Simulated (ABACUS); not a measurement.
# A series of single points on TiC

System: TiC (Fm-3m, 2 atoms in the cell).
Method: Kohn-Sham DFT of a periodic cell, PBE, PseudoDojo NC SR 0.4.1 PBE standard, no spin polarisation (ABACUS 3.10.1).

The 7 runs differ only in the geometry, by an even scaling of the cell at fixed fractional positions. The structure derives from a Materials Project entry.

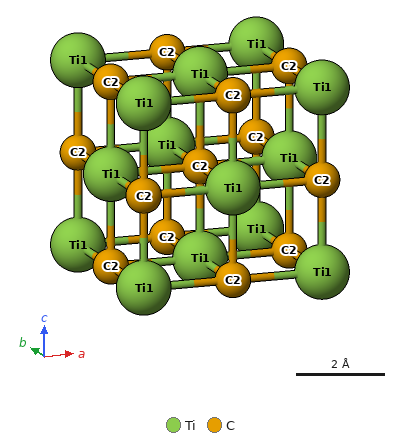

Figure 1. The structure of run 4 (ball-and-stick view of the cell 4 times as large as that of the calculation, set on its symmetry axes, seen slightly off an axis; atoms are numbered from 1 in the order of the input).

### The input of run 4
```
INPUT_PARAMETERS
suffix              TiC
calculation         scf
basis_type          lcao
pseudo_dir          ./
orbital_dir         ./
symmetry            1
dft_functional      pbe
ecutwfc             100
pseudo_rcut         10
nspin               1
nbands              12
ks_solver           genelpa
smearing_method     fd
smearing_sigma      0.00367493
scf_thr             1e-07
scf_nmax            100
mixing_type         broyden
mixing_beta         0.7
cal_force           1
cal_stress          1
out_mul             1
```

### File STRU of run 4
```
ATOMIC_SPECIES
Ti 47.8670 Ti.upf
C 12.0110 C.upf

NUMERICAL_ORBITAL
Ti_confined-atom_7au_3s2p2d1f.orb
C_confined-atom_6au_2s2p1d.orb

LATTICE_CONSTANT
1.8897261246

LATTICE_VECTORS
0.0000000000 2.1657188437 2.1657188437
2.1657188437 0.0000000000 2.1657188437
2.1657188437 2.1657188437 0.0000000000

ATOMIC_POSITIONS
Direct

Ti
0.0
1
0.0000000000 0.0000000000 0.0000000000 1 1 1

C
0.0
1
0.5000000000 0.5000000000 0.5000000000 1 1 1
```

### File KPT of run 4
```
K_POINTS
0
Gamma
11 11 11 0 0 0
```

Command:
```bash
OMP_NUM_THREADS=1 mpirun -np 4 abacus > log
```

Lattice vectors (Å) and fractional positions of run 4:
```
   0.000000    2.165719    2.165719
   2.165719    0.000000    2.165719
   2.165719    2.165719    0.000000
Ti  0.000000  0.000000  0.000000
C   0.500000  0.500000  0.500000
```

Run 6 differs from it as follows:
```diff
-0.0000000000 2.1657188437 2.1657188437
-2.1657188437 0.0000000000 2.1657188437
-2.1657188437 2.1657188437 0.0000000000
+0.0000000000 2.1942184125 2.1942184125
+2.1942184125 0.0000000000 2.1942184125
+2.1942184125 2.1942184125 0.0000000000
```

### Results, with one run withheld

```csv
run,volume per atom (Å³),"free energy per atom, from the lowest run given (meV)",pressure (GPa)
1,9.548,36.89,19.01
2,9.752,16.99,12.50
3,9.955,4.95,6.60
4,10.158,0.00,1.25
5,10.361,1.57,−3.59
6,10.564,?,?
7,10.767,21.66,−11.97
```

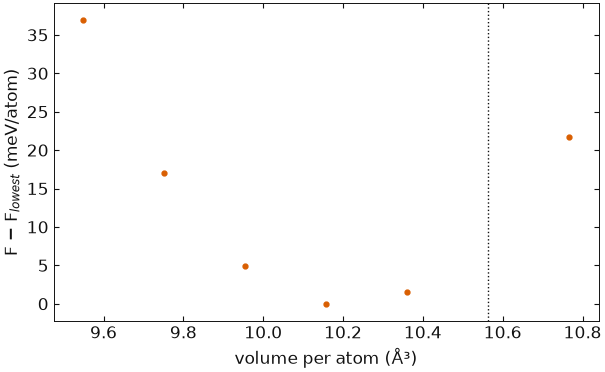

Figure 2. Free energy per atom of the runs given; the dotted line marks run 6.

What should run 6 give?

A cubic polynomial in V^(−2/3) (the Birch–Murnaghan form), fitted to the 6 runs given, misses them by at most 0.03 meV per atom. With x = V^(−2/3) − 0.21434 Å⁻², it reads F = 1.1795 + 1463.2 x + 3.951e+05 x² − 2.429e+05 x³ (meV per atom). At run 6 it gives 8.93 meV per atom, and the run itself gives 8.93. The slope of the fit gives a pressure −dF/dV of −8.00 GPa there, and the run prints −8.00 GPa. The fit has its minimum at 10.209 Å³ per atom, where V d²F/dV² gives 250 GPa: the bulk modulus at this level, since symmetry fixes the shape and the positions.

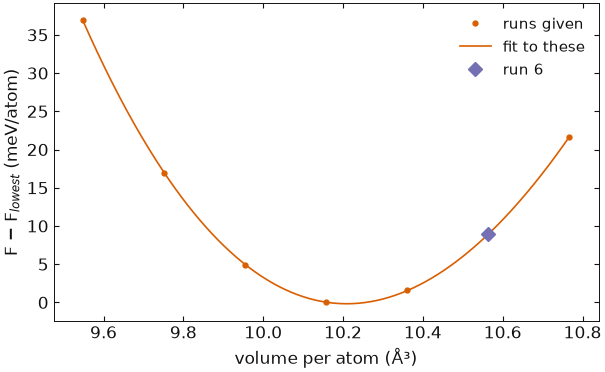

Figure 3. The fit and the withheld run.

### Some lines of the output (run 6)
```
[...]
 E_Fermi        0.9473276804         12.8890543262
 E_Fermi        1.0561024868         14.3690114926
 E_Fermi        1.0454759419         14.2244299319
 E_Fermi        1.0348404893         14.0797271757
 E_Fermi        1.0379669571         14.1222649523
 E_Fermi        1.0382289180         14.1258291130
 E_Fermi        1.0383347356         14.1272688350
 E_Fermi        1.0383326657         14.1272406732
 E_KS(sigma->0) -130.8732912425      -1780.6224769114
 E_Fermi        1.0383339915         14.1272587121
 final etot is -1780.623674 eV
 EFERMI = 14.127258712 eV
 TOTAL-PRESSURE: -79.994209 KBAR
 !FINAL_ETOT_IS -1780.6236739788203067 eV
```

Notes: Points of doubt noted for this run: home made orbitals.
